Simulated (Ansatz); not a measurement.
## Electronic structure of Al3GaN4 in real space

```
Al Ga N
1.0
     4.40699    4.40699    0.00000
    -4.40699    4.40699    0.00000
     0.00000    0.00000    4.40699
Al Ga N
6 2 8
Direct
  0.00000 0.50000 0.00000
  0.50000 0.00000 0.00000
  0.25000 0.75000 0.50000
  0.75000 0.25000 0.50000
  0.25000 0.25000 0.50000
  0.75000 0.75000 0.50000
  0.01605 0.00000 0.00000
  0.51605 0.50000 0.00000
  0.24471 0.50000 0.25529
  0.74471 0.00000 0.25529
  0.00000 0.25529 0.74471
  0.50000 0.75529 0.74471
  0.00000 0.74471 0.74471
  0.50000 0.24471 0.74471
  0.25529 0.00000 0.25529
  0.75529 0.50000 0.25529
```

Space group Cm; a structure from a database of computed crystals, not necessarily the ambient phase; changed on purpose from its base cell (atom 4 (Ga) moved +0.100 A along Cartesian [1 1 0]); not relaxed (largest force 1.8 eV/Å).

Method: DFT PBEsol, scalar-relativistic, plane waves, PAW (Ansatz).

Core electrons are frozen (PAW), and the valence fields are smoothed inside the atomic spheres.

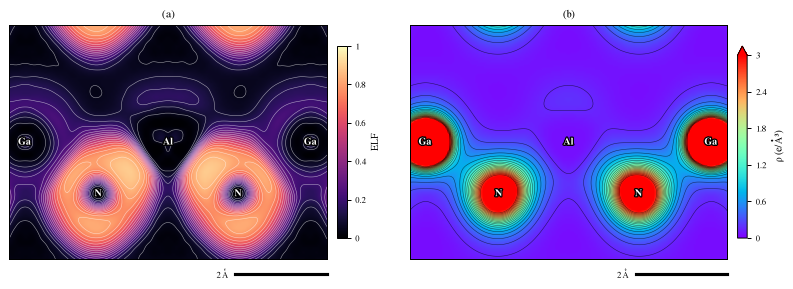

Figure 1. (a) ELF; (b) valence charge density (pseudo) on the (100) plane of the conventional cell.

What does the map show?

The section cuts through Al, Ga and N sites.
Al–N (1.90 Å): the density is about 0.68 e/Å³ at the midpoint; the ELF peaks at about 0.90 between the atoms; a shared but strongly polarised pair.
Ga–N (1.95 Å): ρ at the midpoint is about 0.73 e/Å³; the ELF peaks at about 0.80 in the valence shell of N, 0.7 Å from its nucleus, and is about 0.45 at the midpoint.
Between the atoms the lowest density in this plane is 0.05 e/Å³.

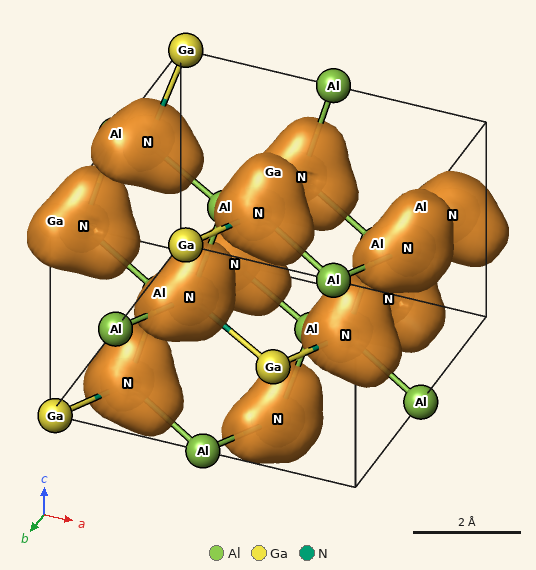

Figure 2. Isosurface of the ELF at 0.75 (orange), seen at an oblique angle. Only the valence region is drawn (cores and ρ < 0.01 e/Å³ removed). Sticks mark near contacts.

Where are the electrons localised?

The surface consists of eight regions on N in which the atom's valence shell and bonds are merged, counted in one cell of 16 atoms. Regions shared between cells count once. Profiles from the grid: Ga–N (1.87 Å): the ELF peaks at about 0.80 in the valence shell of N, 0.7 Å from its nucleus, and is about 0.50 at the midpoint.

Does the calculation give a band gap?

It is gapped, with a Kohn–Sham gap of 2.9 eV on the k-point mesh (the band edges may lie off the mesh, which would make the gap smaller).
